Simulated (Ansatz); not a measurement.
# N (cell with a defect): what the fields show

```
N
1.0
     2.18355   -3.78202    7.42191
     2.18355   -3.78202   -7.42191
     4.36710    7.56403    0.00000
N
15
Cartesian
  4.3671 -5.0427 2.4055
  4.3671 2.5214 2.4055
  6.5507 -1.2607 2.4055
  2.1836 -1.2607 1.3054
  4.3671 -5.0427 1.3054
  4.3671 2.5214 1.3054
  6.5507 -1.2607 1.3054
  2.1835 1.2607 -1.3054
  4.3671 -2.5214 -1.3054
  4.3671 5.0427 -1.3054
  6.5506 1.2607 -1.3054
  3.2753 -1.8910 3.7110
  4.3671 -2.5214 -2.4055
  4.3671 5.0427 -2.4055
  6.5506 1.2607 -2.4055
```

Not relaxed (largest force 1.9 eV/Å); computed without spin polarisation.

Theory: DFT PBEsol, scalar-relativistic, plane waves, PAW (Ansatz).

In a PAW calculation such maps are meaningful between the atoms, not at the nuclei.

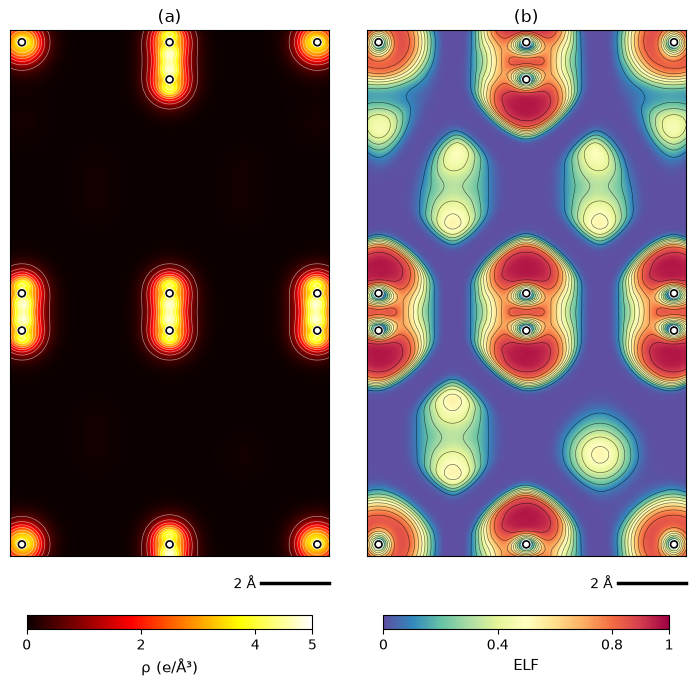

Figure 1. (a) valence charge density (pseudo); (b) ELF on the (110) plane of the calculation cell. Circles mark the nuclei in the plane (N).

Question: Read the bonding off the picture.

Answer: The section cuts through N sites.
N–N (1.10 Å): ρ at the midpoint is about 4.6 e/Å³; the ELF peaks at about 0.85 between the atoms.
The density dies away to nearly zero in the voids.
The ELF also peaks beside N, away from the bonds: lone-pair regions.

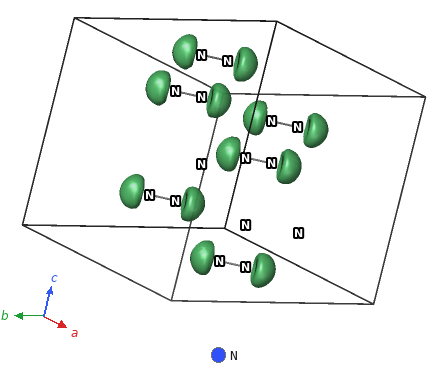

Figure 2. Isosurface of the electron localisation function at 0.9 (green), seen at an oblique angle. Only the valence region is drawn (cores and ρ < 0.01 e/Å³ removed). Sticks mark near contacts.

Question: Describe the localisation domains.

Answer: The surface consists of twelve lobes on N, pointing away from the bonds (lone pairs), counted in one cell of 15 atoms. Any copies at cell faces, edges or corners count once.

Question: Does the calculation make it a metal, or give it a gap?

Answer: It is gapless in this calculation (a metal or semimetal).
